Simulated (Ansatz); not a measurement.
**Geometry relaxation of GaP (part 2 of 2)**

Continued. System: GaP (F-43m, 2 atoms in the cell). Method: DFT, HSE06, plane waves, PAW, no spin polarisation (Ansatz 0.2.0); cutoff 420 eV, 6×6×6 k-mesh, Fermi–Dirac smearing of 0.02 eV. The structure was built on a prototype by a generator. The geometry comes from this level: r2SCAN.

Geometry of the input (Å; fractional positions):
```
0.0000  2.7254  2.7254
2.7254  0.0000  2.7254
2.7254  2.7254  0.0000
Ga 0.0000  0.0000  0.0000
P  0.2500  0.2500  0.2500
```

The program's output, continued
```
SCF iter   1: F=—  HF=-4540.599429 eV  |F-HF|=—  |Δ(HF+E_count)|=         —  Δρ=2.77e-4  dr2=2.60e-5  ethr=5.76e-7  ⟨swp⟩=4.2  Hψ=1082  notcnv=0
preconditioner: auto → none  [insulator: Δε(μ)=2.304 eV  Ē_g=18.059 eV  σ=0.020 eV  W_gap=1.00  n_scr=14 (ndim 8)  ℏωp=24.7 eV  f_vac=0.011  D(μ)=0.00/eV (n_scr^D=0)]
iter 2 solved again at ethr=6.59e-9 eV; its pass at ethr=1.31e-7 eV (dr2=1.19e-6 eV) is discarded
SCF iter   2: F=—  HF=-4540.599410 eV  |F-HF|=—  |Δ(HF+E_count)|=   1.94e-5  Δρ=5.69e-5  dr2=1.92e-5  ethr=6.59e-9  ⟨swp⟩=2.2  Hψ=917  notcnv=0
SCF iter   3: F=—  HF=-4540.599824 eV  |F-HF|=—  |Δ(HF+E_count)|=   4.14e-4  Δρ=2.30e-4  dr2=1.09e-5  ethr=6.55e-9  ⟨swp⟩=4.2  Hψ=642  notcnv=0
SCF iter   4: F=-4540.599811 eV  HF=-4540.599811 eV  |F-HF|=6.88e-10  |Δ(HF+E_count)|=   1.34e-5  Δρ=2.69e-5  dr2=3.30e-7  ethr=6.55e-9  ⟨swp⟩=4.0  Hψ=606  notcnv=0
SCF 8 stopped early in 4 iterations: F = -4540.599811 eV  dr2 = 3.30e-7
hybrid outer 1: dexx = +4.157e-4 eV, tail = 1.52e-6 eV
Exchange kernel: α = 0.2500, screened, ω = 0.2079 Å⁻¹, Wigner–Seitz truncation, v(0) = 1046.4462 eV·Å³, q-mesh 6×6×6, nearest image of the exchange supercell L = 23.19 Å, pair-density grid 15×15×15, without the augmentation charges, whose exchange is taken in its separable form by FFT convolution over the k-point mesh (sized by the pseudopotential files, 24×24×24 at the most), smooth part of the exact exchange by density-matrix convolution
Frozen-core exchange: fock
SCF iter   1: F=—  HF=-4540.599814 eV  |F-HF|=—  |Δ(HF+E_count)|=         —  Δρ=1.97e-5  dr2=1.03e-7  ethr=4.23e-8  ⟨swp⟩=4.2  Hψ=501  notcnv=0
preconditioner: auto → none  [insulator: Δε(μ)=2.306 eV  Ē_g=18.074 eV  σ=0.020 eV  W_gap=1.00  n_scr=14 (ndim 8)  ℏωp=24.7 eV  f_vac=0.010  D(μ)=0.00/eV (n_scr^D=0)]
SCF iter   2: F=—  HF=-4540.599814 eV  |F-HF|=—  |Δ(HF+E_count)|=   3.64e-8  Δρ=5.92e-6  dr2=9.03e-9  ethr=5.07e-10  ⟨swp⟩=4.0  Hψ=568  notcnv=0
SCF iter   3: F=—  HF=-4540.599814 eV  |F-HF|=—  |Δ(HF+E_count)|=   1.79e-8  Δρ=4.38e-6  dr2=3.90e-9  ethr=4.20e-11  ⟨swp⟩=3.0  Hψ=496  notcnv=0
SCF iter   4: F=—  HF=-4540.599814 eV  |F-HF|=—  |Δ(HF+E_count)|=  1.35e-10  Δρ=1.59e-6  dr2=4.69e-10  ethr=2.02e-11  ⟨swp⟩=2.1  Hψ=353  notcnv=0
SCF iter   5: F=—  HF=-4540.599814 eV  |F-HF|=—  |Δ(HF+E_count)|=  5.26e-10  Δρ=2.83e-7  dr2=4.08e-11  ethr=2.38e-12  ⟨swp⟩=3.0  Hψ=414  notcnv=0
SCF iter   6: F=-4540.599814 eV  HF=-4540.599814 eV  |F-HF|=0.00e0  |Δ(HF+E_count)|=  5.46e-12  Δρ=3.04e-8  dr2=8.45e-13  ethr=1.00e-12  ⟨swp⟩=2.0  Hψ=352  notcnv=0
SCF 9 converged in 6 iterations: F = -4540.599814 eV  dr2 = 8.45e-13
  Residual-converged pass: ⟨swp⟩=4.4  Hψ=646  notcnv=0  max |occ|·‖R‖ = 9.5e-9 eV (tolerance 1.0e-8 eV)  dr2=8.37e-13  dr2_onsite=1.00e-13  max |Δocc| = 0.0e0
hybrid outer 2: dexx = +1.906e-8 eV, tail = 1.11e-9 eV, Δε = 9.80e-4 eV (about 3.56e-5 eV left of the loop's levels)
Exchange kernel: α = 0.2500, screened, ω = 0.2079 Å⁻¹, Wigner–Seitz truncation, v(0) = 1046.4462 eV·Å³, q-mesh 6×6×6, nearest image of the exchange supercell L = 23.19 Å, pair-density grid 15×15×15, without the augmentation charges, whose exchange is taken in its separable form by FFT convolution over the k-point mesh (sized by the pseudopotential files, 24×24×24 at the most), smooth part of the exact exchange by density-matrix convolution
Frozen-core exchange: fock
SCF iter   1: F=—  HF=-4540.599814 eV  |F-HF|=—  |Δ(HF+E_count)|=         —  Δρ=3.23e-7  dr2=2.04e-11  ethr=3.07e-11  ⟨swp⟩=6.4  Hψ=605  notcnv=0
SCF iter   2: F=-4540.599814 eV  HF=-4540.599814 eV  |F-HF|=2.73e-12  |Δ(HF+E_count)|=  1.55e-11  Δρ=4.96e-8  dr2=6.00e-13  ethr=1.00e-12  ⟨swp⟩=2.9  Hψ=389  notcnv=0
SCF 10 converged in 2 iterations: F = -4540.599814 eV  dr2 = 6.00e-13
  Residual-converged pass: ⟨swp⟩=4.5  Hψ=636  notcnv=0  max |occ|·‖R‖ = 9.9e-9 eV (tolerance 1.0e-8 eV)  dr2=2.46e-13  dr2_onsite=4.60e-13  max |Δocc| = 0.0e0
hybrid outer 3: dexx = +2.800e-12 eV, tail = 2.48e-12 eV, Δε = 3.66e-6 eV (about 4.34e-7 eV left of the loop's levels), ΔF = 5.55e-17 eV/Å (tail 9.01e-6)
relax step   3: F+E_penalty+E_count = -4540.59981432 eV  Δ(F+E_penalty+E_count) = -1.236e-5 eV  max|allowed force component| = 6.708e-17 eV/Å  Δτ_max = 0.0000 Å  P = +0.003 GPa  Ω = 40.815 Å³  energy of the carried Pulay correction = -1.396e-4 eV  (12 SCF iters, accepted)
Exchange kernel: α = 0.2500, screened, ω = 0.2079 Å⁻¹, Wigner–Seitz truncation, v(0) = 1046.4462 eV·Å³, q-mesh 6×6×6, nearest image of the exchange supercell L = 23.19 Å, pair-density grid 15×15×15, without the augmentation charges, whose exchange is taken in its separable form by FFT convolution over the k-point mesh (sized by the pseudopotential files, 24×24×24 at the most), smooth part of the exact exchange by density-matrix convolution
Frozen-core exchange: fock
iter 1 solved again at ethr=3.00e-9 eV; its pass at ethr=1.00e-1 eV (dr2=5.40e-7 eV) is discarded
SCF iter   1: F=—  HF=-4540.599673 eV  |F-HF|=—  |Δ(HF+E_count)|=         —  Δρ=2.51e-4  dr2=6.30e-7  ethr=3.00e-9  ⟨swp⟩=13.6  Hψ=1584  notcnv=2
preconditioner: auto → none  [insulator: Δε(μ)=2.726 eV  Ē_g=18.431 eV  σ=0.020 eV  W_gap=1.00  n_scr=14 (ndim 8)  ℏωp=24.7 eV  f_vac=0.010  D(μ)=0.00/eV (n_scr^D=0)]
SCF iter   2: F=—  HF=-4540.599904 eV  |F-HF|=—  |Δ(HF+E_count)|=   2.31e-4  Δρ=1.26e-4  dr2=2.07e-7  ethr=3.00e-9  ⟨swp⟩=3.1  Hψ=409  notcnv=0  defer=1
iter 3 solved again at ethr=3.22e-11 eV; its pass at ethr=8.29e-10 eV (dr2=5.79e-9 eV) is discarded
SCF iter   3: F=—  HF=-4540.599976 eV  |F-HF|=—  |Δ(HF+E_count)|=   7.14e-5  Δρ=1.45e-5  dr2=6.18e-9  ethr=3.22e-11  ⟨swp⟩=3.6  Hψ=893  notcnv=0  defer=8
SCF iter   4: F=—  HF=-4540.599977 eV  |F-HF|=—  |Δ(HF+E_count)|=   9.27e-7  Δρ=7.84e-7  dr2=1.64e-10  ethr=3.22e-11  ⟨swp⟩=3.9  Hψ=593  notcnv=0  defer=40
SCF iter   5: F=—  HF=-4540.599977 eV  |F-HF|=—  |Δ(HF+E_count)|=   5.15e-9  Δρ=1.13e-6  dr2=4.23e-11  ethr=1.00e-12  ⟨swp⟩=3.6  Hψ=547  notcnv=0
SCF iter   6: F=-4540.599975 eV  HF=-4540.599977 eV  |F-HF|=2.11e-6  |Δ(HF+E_count)|=   5.15e-9  Δρ=8.16e-8  dr2=7.50e-12  ethr=1.00e-12  ⟨swp⟩=2.0  Hψ=352  notcnv=0
SCF 11 converged in 6 iterations: F = -4540.599975 eV  dr2 = 7.50e-12
hybrid outer 1: dexx = +6.516e-8 eV, tail = 6.51e-8 eV
Exchange kernel: α = 0.2500, screened, ω = 0.2079 Å⁻¹, Wigner–Seitz truncation, v(0) = 1046.4462 eV·Å³, q-mesh 6×6×6, nearest image of the exchange supercell L = 23.19 Å, pair-density grid 15×15×15, without the augmentation charges, whose exchange is taken in its separable form by FFT convolution over the k-point mesh (sized by the pseudopotential files, 24×24×24 at the most), smooth part of the exact exchange by density-matrix convolution
Frozen-core exchange: fock
SCF iter   1: F=—  HF=-4540.599975 eV  |F-HF|=—  |Δ(HF+E_count)|=         —  Δρ=6.88e-7  dr2=1.08e-10  ethr=3.18e-11  ⟨swp⟩=11.2  Hψ=877  notcnv=0
SCF iter   2: F=-4540.599975 eV  HF=-4540.599975 eV  |F-HF|=1.35e-10  |Δ(HF+E_count)|=  7.82e-11  Δρ=2.06e-7  dr2=1.41e-11  ethr=1.00e-12  ⟨swp⟩=4.0  Hψ=530  notcnv=0
SCF 12 converged in 2 iterations: F = -4540.599975 eV  dr2 = 1.41e-11
  Residual-converged pass: ⟨swp⟩=4.2  Hψ=560  notcnv=0  max |occ|·‖R‖ = 1.0e-8 eV (tolerance 1.0e-8 eV)  dr2=1.41e-11  dr2_onsite=5.83e-12  max |Δocc| = 0.0e0
hybrid outer 2: dexx = +5.973e-11 eV, tail = 4.00e-11 eV, Δε = 3.96e-5 eV (about 2.41e-6 eV left of the loop's levels)
relax step   4: F+E_penalty+E_count = -4540.59997459 eV  Δ(F+E_penalty+E_count) = -1.603e-4 eV  max|allowed force component| = 7.517e-17 eV/Å  Δτ_max = 0.0000 Å  P = +0.002 GPa  Ω = 40.815 Å³  stress off target by 1.66e-3 GPa  SCF on the basis re-selected at this cell (its energy is not comparable with the rows above)  (8 SCF iters)
```

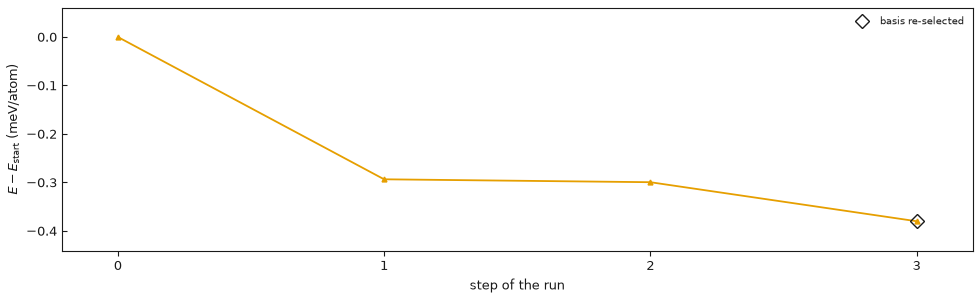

**Figure 1.** Progress of the relaxation, step by step (the first geometry is step 0 here and step 1 in the log). No atom moves by more than 0.005 Å relative to the cell. After 2 geometry steps the energy has fallen by 0.3 meV per atom. All forces vanish by symmetry, so only the cell relaxes. Pressure: 0.72 GPa at the start and 0.00 GPa at the end. A last SCF at the same geometry on a re-selected plane-wave basis shifts the energy by −0.1 meV per atom.

```
basis re-selected at this cell: Δ(F+E_penalty+E_count) = -1.603e-4 eV, ΔP = -0.001 GPa vs the last step (what re-selecting the basis moved, of the pressure what is left beyond the Pulay correction that the steps carried, after the strain that the cell walked since its last selection, with what the two solves' SCF thresholds leave and, on support functions, any second-order correction that the steps lacked; it is no measure of the basis error at this ecutwfc). This SCF's stress stands 1.66e-3 GPa from its target on what of the cell is left free (relax.cell.stress_tol is 5.00e-2 GPa) and its largest allowed force component is 7.52e-17 eV/Å (relax.f_tol is 5.00e-3 eV/Å): within both
hybrid SCF converged: 2 outer / 8 inner (+0 warm-up), last move |dexx| = 5.97e-11 eV, tail = 4.00e-11 eV
Stability not checked: this state was not tested for a lower state beside it, because the functional holds exact exchange (a hybrid, or Hartree-Fock), whose exchange loop this test does not read (fock_operator; see scf.lower_state_search)
Free energy (F): -4540.599975 eV
Frozen-core exchange: fock
Harris-Foulkes:  -4540.599975 eV  (|F-HF|=1.35e-10)
Internal energy: -4540.599975 eV  (E = F + TS)
E sigma→0 (E₀):  -4540.599975 eV
Fermi energy:    7.702988 eV
--- Per-component energies (eV) ---
  E_band       = -97.139163
  E_kinetic    = 185.096710
  E_local      = -2209.481965  (includes V_loc(G=0)·N_el)
  E_nonlocal   = 459.979863
  E_hartree    = 1024.679051
  E_xc         = -105.558097
  E_vxc        = -95.714265  (∫ρ·V_xc dr)
  E_exx        = -56.254857  (= α·E_x^exact, valence–valence)
  E_paw        = -2530.047853  (= ΣΔE_a)
  E_vpaw       = -373.867872  (= ΣTr[D̂ρ^β])
  E_aug_tail   = -0.000109  (compensation charges beyond the density's cutoff)
  E_ewald      = -1309.049313
  E_core_change = 0.036594  (= ΣΔE_core)
  E_smearing   = -0.000000  (= −TS)
  E_closure    = 0.000000  (closes the sum)
  Σ components = -4540.599975   (vs F -4540.599975, Δ=-9.09e-13)
--- Forces (eV/Å), atoms counted from 1 ---
  atom   1  Ga     0.00000000    -0.00000000    -0.00000000
  atom   2  P     -0.00000000     0.00000000     0.00000000
  max |Σ_I F_I| component: 4.63e-17 eV/Å
--- Stress (GPa, compression-positive) ---
        0.001663      -0.000000       0.000000
        0.000000       0.001663       0.000000
        0.000000       0.000000       0.001663
  P = ⅓ Tr σ = 0.0017 GPa (0.017 kbar)
--- Band table (eV; the first three rows and the last of 16) ---
  k-point 0: bands = ["-10.5500", "-10.5500", "-10.5500", "-10.4511", "-10.4511", "-7.1644", "6.5498", "6.5498", "6.5498", "9.2760", "11.3186"]
  k-point 1: bands = ["-10.5640", "-10.5430", "-10.5430", "-10.4510", "-10.4510", "-6.7869", "4.0470", "6.1613", "6.1613", "9.8414", "11.9001"]
  k-point 2: bands = ["-10.5909", "-10.5314", "-10.5314", "-10.4486", "-10.4486", "-5.7756", "0.9287", "5.5820", "5.5820", "9.2757", "12.2797"]
  k-point 15: bands = ["-10.6256", "-10.5093", "-10.4950", "-10.4697", "-10.4400", "-3.9317", "-0.5627", "2.9136", "3.0628", "10.7773", "11.0824"]
  guard bands above this table: 2 of the run's 13 bands. The solve was not asked for them (output.publish_guard_bands: true or output.eigenvalues: true publishes all)
--- Relaxed structure (3 steps of the walk, 3 accepted, 1 SCFs on fresh bases) ---
  F+E_penalty+E_count = -4540.59997459 eV   max|allowed force component| = 7.517e-17 eV/Å   (the final SCF, on the basis selected at the relaxed cell)
  cell:  # Å, volume = 40.8153 Å³
    - [8.152595252632945e-34, 2.7327355796575814, 2.7327355796575814]
    - [2.7327355796575814, 6.369215041119488e-33, 2.7327355796575814]
    - [2.7327355796575814, 2.7327355796575814, 6.369215041119488e-33]
  atoms:
    - { symbol: Ga, position: [-9.672405127961997e-34, 7.6113142331146925e-34, 9.466296038477267e-34] }
    - { symbol: P, position: [0.25, 0.25, 0.25] }
```

File v_z.tsv
```
# z_ang	v_es[eV]	v_tot[eV]
# format = ansatz-planar-average/11
# xc	hse06
# density_cutoff_ev	1680
# datasets	Ga=:simpson_from_first_knot:soft:fock:shift=0	P=:simpson_from_first_knot:soft:fock:shift=0
# lattice	0.000000000	2.732735580	2.732735580
# lattice	2.732735580	0.000000000	2.732735580
# lattice	2.732735580	2.732735580	0.000000000
# sites	2
# site	31	0.000000000	-0.000000000	-0.000000000
# site	15	1.366367790	1.366367790	1.366367790
0.000000	1.400066e0	-7.865740e0
0.143136	2.894364e-1	-9.198509e0
0.286272	-9.830451e-1	-1.059518e1
0.429408	-2.191334e0	-1.184063e1
0.572544	-3.072948e0	-1.268499e1
0.715680	-3.433387e0	-1.293249e1
0.858816	-3.191350e0	-1.250152e1
1.001952	-2.402156e0	-1.145314e1
1.145088	-1.215675e0	-9.936744e0
1.288224	2.449618e-1	-8.095283e0
1.431360	1.968303e0	-5.986156e0
1.574496	3.880519e0	-3.706461e0
1.717632	5.760975e0	-1.467974e0
1.860768	7.349835e0	4.693063e-1
2.003904	8.473166e0	1.902738e0
2.147040	9.131730e0	2.806171e0
2.290176	9.438557e0	3.287161e0
2.433312	9.454629e0	3.391935e0
2.576448	9.190555e0	3.123875e0
2.719584	8.611634e0	2.480902e0
2.862720	7.710762e0	1.447506e0
3.005856	6.638065e0	9.519297e-2
3.148992	5.577483e0	-1.413803e0
3.292128	4.626420e0	-2.900361e0
3.435264	3.788118e0	-4.270274e0
3.578400	3.025710e0	-5.513516e0
3.721536	2.275618e0	-6.671082e0
```

Trajectory as extended XYZ (Å, eV, eV/Å), 4 frames, from step=1 to step=4
```
2
Lattice="0.0000 2.7254 2.7254 2.7254 0.0000 2.7254 2.7254 2.7254 0.0000" Properties=species:S:1:pos:R:3:forces:R:3 step=1 energy=-4540.59922 pressure_GPa=0.72
Ga    0.0000    0.0000    0.0000    0.0000   0.0000   0.0000
P     1.3627    1.3627    1.3627    0.0000   0.0000   0.0000
2
Lattice="0.0000 2.7309 2.7309 2.7309 0.0000 2.7309 2.7309 2.7309 0.0000" Properties=species:S:1:pos:R:3:forces:R:3 step=2 energy=-4540.59980 pressure_GPa=0.18
Ga    0.0000    0.0000    0.0000    0.0000   0.0000   0.0000
P     1.3654    1.3654    1.3654    0.0000   0.0000   0.0000
2
Lattice="0.0000 2.7327 2.7327 2.7327 0.0000 2.7327 2.7327 2.7327 0.0000" Properties=species:S:1:pos:R:3:forces:R:3 step=3 energy=-4540.59981 pressure_GPa=0.00
Ga    0.0000    0.0000    0.0000    0.0000   0.0000   0.0000
P     1.3664    1.3664    1.3664    0.0000   0.0000   0.0000
2
Lattice="0.0000 2.7327 2.7327 2.7327 0.0000 2.7327 2.7327 2.7327 0.0000" Properties=species:S:1:pos:R:3:forces:R:3 step=4 energy=-4540.59998 pressure_GPa=0.00
Ga    0.0000    0.0000    0.0000    0.0000   0.0000   0.0000
P     1.3664    1.3664    1.3664    0.0000   0.0000   0.0000
```

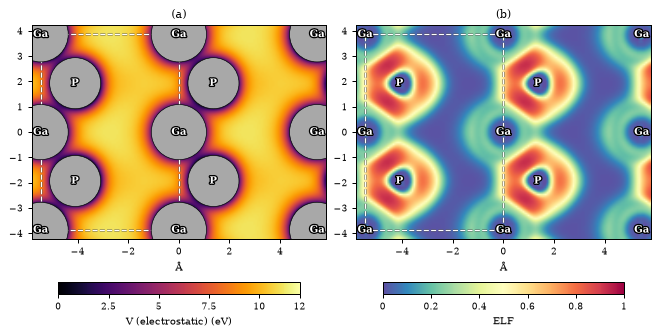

**Figure 2.** (a) electrostatic potential energy of an electron; (b) electron localisation function on the (101) plane of the conventional cell. Grey discs, where drawn, cover atomic cores. Atoms in the plane: Ga and P. Ga–P (2.37 Å): the ELF is about 0.80 at the midpoint. The strong features right at Ga lie inside the PAW spheres (semicore, d or f shells) and say nothing about bonding. Outside the cores the potential energy rises away from the atoms and is highest about 2.4 Å from the nearest atoms; outside the discs it spans about 10 eV, and its zero is arbitrary. In a PAW calculation such maps are meaningful between the atoms, not at the nuclei.

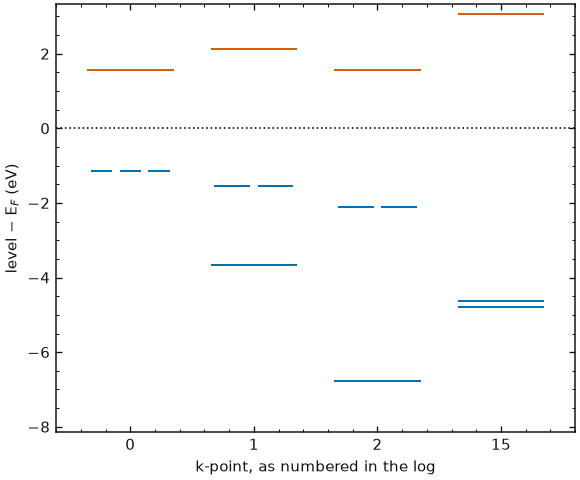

**Figure 3.** Kohn–Sham levels near the Fermi level (dotted) at the few k-points that the log prints; levels within 0.02 eV of each other stand side by side. Among these points the highest filled and lowest empty levels are 2.73 eV apart; the gap on the full mesh, 2.31 eV, has an edge at a point that isn't printed.

Summary

- outcome: converged
- space group (tolerance 0.01 Å): F-43m (216)
- electrons treated: 18
- free energy: −4540.6000 eV
- Fermi energy: 7.703 eV
- gap on the k-point mesh: 2.31 eV
- pressure: 0.00 GPa
- final volume: 40.82 Å³
- largest force (length of the vector) at the end: under 0.001 eV/Å
- final cell: a = 3.865 Å, b = 3.865 Å, c = 3.865 Å, α = 60.00°, β = 60.00°, γ = 60.00°
- hardware: 4 threads of Intel Xeon (Sapphire Rapids), 64 GiB of memory available, shared host
- wall time: 47 s (CPU time 1.8 min)
- peak memory: 1.4 GiB
